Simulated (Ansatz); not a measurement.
AlRu: single-point calculation (part 1 of 2)

System: AlRu (slab, 14 atoms in the cell).
Method: DFT r2SCAN, scalar-relativistic, plane waves, PAW, no spin polarisation (Ansatz 0.2.0).

The structure derives from an entry of the Crystallography Open Database. It belongs to a series of runs on one base structure; here: (1 1 1) slab cut from the bulk. Figures and captions count atoms from 1; the log counts them from 0 in places.

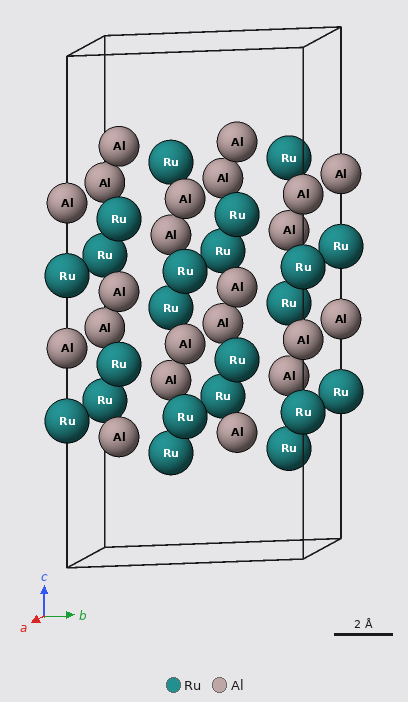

Figure 1. The structure as given in the input (spheres-only view of the 1 × 2 repeat of the cell, with the vacuum cut short, seen slightly off an axis). An atom can appear more than once, as a periodic image.

Input:
```yaml
crystal:
  lattice:
    - [4.2180678883, 0.0, 0.0]
    - [-2.1090339442, 3.6529539462, 0.0]
    - [0.0, 0.0, 26.1931235291]
  atoms:
    - { symbol: Ru, position: [0.3333333333, 0.6666666667, 0.2863346936] }
    - { symbol: Al, position: [0.6666666667, 0.3333333333, 0.3192062792] }
    - { symbol: Ru, position: [0.0, 0.0, 0.3520778648] }
    - { symbol: Al, position: [0.3333333333, 0.6666666667, 0.3849494504] }
    - { symbol: Ru, position: [0.6666666667, 0.3333333333, 0.417821036] }
    - { symbol: Al, position: [0.0, 0.0, 0.4506926216] }
    - { symbol: Ru, position: [0.3333333333, 0.6666666667, 0.4835642072] }
    - { symbol: Al, position: [0.6666666667, 0.3333333333, 0.5164357928] }
    - { symbol: Ru, position: [0.0, 0.0, 0.5493073784] }
    - { symbol: Al, position: [0.3333333333, 0.6666666667, 0.582178964] }
    - { symbol: Ru, position: [0.6666666667, 0.3333333333, 0.6150505496] }
    - { symbol: Al, position: [0.0, 0.0, 0.6479221352] }
    - { symbol: Ru, position: [0.3333333333, 0.6666666667, 0.6807937208] }
    - { symbol: Al, position: [0.6666666667, 0.3333333333, 0.7136653064] }
basis:
  ecutwfc: 500
kpoints:
  mp_grid: { grid: [9, 9, 1] }
hamiltonian:
  xc: r2scan
scf:
  occupations: { method: gaussian, width: 0.1 }
output:
  forces: true
  stress: true
  eigenvalues: true
  write_density: true
  write_potential: true
  elf: true
  volumetric_format: npy
efield:
  axis: 3
  dipole_correction: true
  ramp_width: 0.04
```

Hardware: 2 threads of Intel Xeon (Granite Rapids), 32 GiB of memory available, shared host.

Command:
```bash
ansatz run input.yaml --threads 2 --pin off --max-ram 5120MiB --backend cpu --events-out ev --progress --plain --runs-dir out
```

Output:
```
Engine: ansatz 0.2.0, x86_64-unknown-linux-gnu
Pseudopotentials: kind: paw
Pseudopotential: Ru, paw, valence charge 16, recommended cutoff 500 eV (meta_gga), Ru.paw.azcp
Pseudopotential: Al, paw, valence charge 3, recommended cutoff 500 eV (meta_gga), Al.paw.azcp
Functional definition: r2SCAN
  parameter k0 = 0.174
  parameter k1 = 0.065
  parameter a1 = 4.9479
  exchange = r2scan_x(k0 = k0, k1 = k1, a1 = a1)
  correlation = r2scan_c
Crystal: 14 atoms, lattice volume = 403.594 Å³
Basis set: ecut = 500 eV, 10337 PW (Γ), exchange–correlation on 128×128×768 points (64 copies of the dense FFT grid, shifted against one another)
Bands: 81, of which v1, the nominal top of the filled ones, is band 67 counted from 1 (66 counted from 0)
Symmetry: 6 space group operations
Space group: P3m1 (ITA 156), of the structure as read, at distance tolerance 7.4e-5 Å
k-points: 12 of 81 (time reversal used)
Non-local potential: Ru, projectors of the file, l = 0: 3, l = 1: 2, l = 2: 2, l = 3: 1
Non-local potential: Al, projectors of the file, l = 0: 2, l = 1: 2, l = 2: 1
PAW form: soft (Blöchl's): semilocal exchange-correlation on the pseudo side does not see the compensation charge
PAW frozen core: Ru, regenerated for the run's functional (the file was generated under x = pbe(κ = 0.804, μ = 0.2195149727645171), c = pbe(β = 0.06672455060314922))
PAW frozen core: Al, regenerated for the run's functional (the file was generated under x = pbe(κ = 0.804, μ = 0.2195149727645171), c = pbe(β = 0.06672455060314922))
PAW one-centre angular grid: Ru, 590 points (default); XC on 160 Gauss nodes
PAW one-centre angular grid: Al, 302 points (default); XC on 160 Gauss nodes
Initial density: superposition of atomic densities (neutral atoms: chi_scale 0, normalization atom), corrected by the library's trained network
Initial wavefunctions: pseudopotential atomic-orbital guess
Functional: x = r2scan, c = r2scan; τ floored in thin density (d = 2e-4 eV/Å³)
SCF iter   1: F=—  HF=-45021.575969 eV  |F-HF|=—  |Δ(HF+E_count)|=         —  Δρ=6.68e-3  dr2=2.74e-1  dr2_τ=1.55e-1  ethr=1.77e-3  p=-0.013 e·Å  D=-5.97e-3 V/Å  ΔV_dip=0.16 eV  dr2_dipole=8.57e-2  V_vac-E_F(+/−)=4.40/4.25 eV  ⟨swp⟩=9.7  Hψ=4893  notcnv=0  defer=8
efield: sawtooth ramp at fractional position 0.9800 (placed from the atoms, in the widest stretch of the axis that holds none; the zero of the levels goes with the place), width 0.0400; the density the first Hamiltonian is built on has a dipole p = -0.013 e·Å; the dipole correction subtracts the counter field D = -5.97e-3 V/Å, which shifts the + side's vacuum level by +0.16 eV against the − side's; the planar-averaged density in the ramp window peaks in size at 4.0e-5 e/Å³
preconditioner: auto → LDOS  [metal: Δε(μ)=0.006 eV  Ē_g=5.461 eV  σ=0.100 eV  W_gap=0.04  n_scr=96 (ndim 8)  ℏωp=16.2 eV  f_vac=0.459  D(μ)=12.66/eV (n_scr^D=96)  β→1.0]
SCF iter   2: F=—  HF=-45021.696940 eV  |F-HF|=—  |Δ(HF+E_count)|=   1.21e-1  Δρ=3.24e-3  dr2=6.20e-2  dr2_τ=4.97e-3  ethr=2.06e-4  p=-0.026 e·Å  D=-1.15e-2 V/Å  ΔV_dip=0.30 eV  dr2_dipole=1.91e-2  V_vac-E_F(+/−)=4.49/4.19 eV  ⟨swp⟩=2.2  Hψ=1891  notcnv=0  defer=67
SCF iter   3: F=—  HF=-45021.694280 eV  |F-HF|=—  |Δ(HF+E_count)|=   2.66e-3  Δρ=1.02e-3  dr2=1.11e-2  dr2_τ=5.28e-4  ethr=4.66e-5  p=-0.030 e·Å  D=-1.32e-2 V/Å  ΔV_dip=0.35 eV  dr2_dipole=6.43e-4  V_vac-E_F(+/−)=4.54/4.19 eV  ⟨swp⟩=2.0  Hψ=1462  notcnv=0  defer=67
SCF iter   4: F=—  HF=-45021.693561 eV  |F-HF|=—  |Δ(HF+E_count)|=   7.19e-4  Δρ=3.07e-4  dr2=6.86e-4  dr2_τ=6.07e-5  ethr=8.35e-6  p=-0.033 e·Å  D=-1.50e-2 V/Å  ΔV_dip=0.39 eV  dr2_dipole=8.58e-7  V_vac-E_F(+/−)=4.56/4.17 eV  ⟨swp⟩=2.8  Hψ=1605  notcnv=0  defer=67
SCF iter   5: F=—  HF=-45021.693605 eV  |F-HF|=—  |Δ(HF+E_count)|=   4.38e-5  Δρ=1.29e-4  dr2=2.35e-4  dr2_τ=7.77e-6  ethr=5.16e-7  p=-0.036 e·Å  D=-1.59e-2 V/Å  ΔV_dip=0.42 eV  dr2_dipole=1.39e-6  V_vac-E_F(+/−)=4.57/4.16 eV  ⟨swp⟩=2.4  Hψ=1502  notcnv=0  defer=67
SCF iter   6: F=—  HF=-45021.693606 eV  |F-HF|=—  |Δ(HF+E_count)|=   1.46e-6  Δρ=4.44e-5  dr2=2.86e-5  dr2_τ=6.00e-7  ethr=1.76e-7  p=-0.037 e·Å  D=-1.65e-2 V/Å  ΔV_dip=0.43 eV  dr2_dipole=1.08e-8  V_vac-E_F(+/−)=4.58/4.15 eV  ⟨swp⟩=2.0  Hψ=1259  notcnv=0  defer=67
SCF iter   7: F=—  HF=-45021.694204 eV  |F-HF|=—  |Δ(HF+E_count)|=   5.98e-4  Δρ=1.51e-5  dr2=2.65e-6  dr2_τ=1.26e-7  ethr=2.15e-8  p=-0.038 e·Å  D=-1.69e-2 V/Å  ΔV_dip=0.44 eV  dr2_dipole=2.60e-8  V_vac-E_F(+/−)=4.59/4.15 eV  ⟨swp⟩=2.0  Hψ=1384  notcnv=0  defer=67
SCF iter   8: F=—  HF=-45021.694205 eV  |F-HF|=—  |Δ(HF+E_count)|=   9.61e-8  Δρ=5.66e-6  dr2=3.74e-7  dr2_τ=7.96e-9  ethr=1.99e-9  p=-0.038 e·Å  D=-1.70e-2 V/Å  ΔV_dip=0.45 eV  dr2_dipole=1.28e-8  V_vac-E_F(+/−)=4.59/4.14 eV  ⟨swp⟩=2.1  Hψ=1368  notcnv=0  defer=67
SCF iter   9: F=-45021.694205 eV  HF=-45021.694205 eV  |F-HF|=5.52e-8  |Δ(HF+E_count)|=   6.11e-8  Δρ=2.56e-6  dr2=7.89e-8  dr2_τ=1.64e-9  ethr=7.52e-11  p=-0.038 e·Å  D=-1.70e-2 V/Å  ΔV_dip=0.45 eV  dr2_dipole=2.70e-9  V_vac-E_F(+/−)=4.59/4.14 eV  ⟨swp⟩=25.2  Hψ=8947  notcnv=0
SCF 1 converged in 9 iterations: F = -45021.694205 eV  dr2 = 7.89e-8
  greatest PAW one-centre occupation: 0.999 electrons in one spin orbital (limit 2), on the Ru atom at site 0 (counted from 0), in its partial waves of l = 1
WARN: The output density's exchange-correlation potential varies sharply where the density is thin. Do not read a vacuum level from v_tot or v_xc, or from such a field of the output density. On a cell that repeats whose density bears no net charge and no dipole along the vacuum's axis use v_es (v_loc + v_h of the components); under efield.dipole_correction with no amplitude use v_es + v_field, which holds any external_charges[].barrier, or the levels of the report's work_function block, which leave it out; under a non-zero efield.amplitude the vacuum is tilted and has no level; on a cell that repeats and bears such a dipole with no correction it is tilted too, and efield.dipole_correction with no amplitude gives each side of its ramp a level where efield: is served; in a cell that repeats whose density bears a net charge (total_charge, or a fill off its count) it is curved and has none; of a slab under crystal.periodic whose density bears no net charge use v_es, which has a level on each side, short of where the two are joined; of another it falls or rises all the way out and has none; of a slab beside external_charges read slab_vacuum_level instead, which it has where they leave it neutral. The grid or the basis barely resolves most such structure, and the values can differ between equally converged runs; as a rule a tighter scf.convergence.dr2_threshold does not remove it. Where the density itself ripples (under the LDA too) a higher basis.ecutwfc lessens it. The files hold the spikes' plane waves up to the density's cutoff. Files: v_tot_of_output_density and the like, and their columns of v_z.tsv (output.write_potential); v_xc_of_output_density and the like, and their columns of v_comp_z.tsv (output.write_potential_components). Measured: with its Gaussian average of σ = 0.25 Å subtracted twice, the exchange-correlation potential is over 0.1 eV at 3118 of the grid points where the equally averaged density (valence and model cores) is under 1e-3 e/Å³, and 0.935 eV at the most among them, at an averaged density of 2.4e-8 e/Å³. The input density's (outcome.potential() and, of a run that writes arrays, v_tot and v_xc) is over 0.1 eV, so measured, at 830 points of its own thin density, 0.388 eV at the most. See output.write_potential in the manual, Limitations
SCF converged after 9 iterations
Free energy (F): -45021.694205 eV
Harris-Foulkes:  -45021.694205 eV  (|F-HF|=5.52e-8)
Internal energy: -45021.626446 eV  (E = F + TS)
E sigma→0 (E₀):  -45021.660325 eV
Entropy (-TS):   -0.067759 eV (-4.840 meV/atom)
Fermi energy:    5.148621 eV
Dipole field:    D = -0.016984 V/Å  (p = -0.037881 e·Å, saw-weighted, corrected)
Work function:   Φ+ = 4.5887 eV   Φ− = 4.1438 eV
Levels:          The Fermi level and band energies are counted from a zero that moves with the ramp; work functions are not
--- Per-component energies (eV) ---
  E_band       = -2377.728338
  E_kinetic    = 3791.952390
  E_local      = -144944.270995  (includes V_loc(G=0)·N_el)
  E_nonlocal   = 2482.285127
  E_hartree    = 69940.987041
  E_xc         = -1550.760094
  E_vxc        = -2096.040713  (∫ρ·V_xc dr)
  E_paw        = -27673.712759  (= ΣΔE_a)
  E_vpaw       = -1636.818247  (= ΣTr[D̂ρ^β])
  E_aug_tail   = 0.000645  (compensation charges beyond the density's cutoff)
  E_vtau       = 143.816264  (kinetic-family band-sum trace: ∫τ·v_τ [+ j·A + Jᵃ·Aᵃ] dr)
  E_efield     = 0.000322  (sawtooth field / dipole correction)
  E_vefield    = -0.664714  (∫n·V_field dr)
  E_ewald      = 52934.489321
  E_core_change = -2.597445  (= ΣΔE_core)
  E_smearing   = -0.067759  (= −TS)
  E_closure    = -0.000000  (closes the sum)
  Σ components = -45021.694205   (vs F -45021.694205, Δ=0.00e0)
--- Forces (eV/Å), atoms counted from 1 ---
  atom   1  Ru     0.00000000    -0.00000000     1.08472998
  atom   2  Al    -0.00000000     0.00000000    -0.01386207
  atom   3  Ru     0.00000000    -0.00000000    -0.50389184
  atom   4  Al     0.00000000    -0.00000000    -0.35707980
  atom   5  Ru     0.00000000    -0.00000000    -0.02661297
  atom   6  Al    -0.00000000     0.00000000    -0.08434571
  atom   7  Ru    -0.00000000     0.00000000    -0.19777555
  atom   8  Al     0.00000000     0.00000000     0.15274398
  atom   9  Ru    -0.00000000     0.00000000     0.05617335
  atom  10  Al    -0.00000000     0.00000000     0.10688674
  atom  11  Ru    -0.00000000     0.00000000     0.24326873
  atom  12  Al     0.00000000    -0.00000000    -0.14706932
  atom  13  Ru    -0.00000000     0.00000000     0.47028511
  atom  14  Al     0.00000000    -0.00000000    -0.78350153
  max |Σ_I F_I| component: 5.09e-5 eV/Å
```
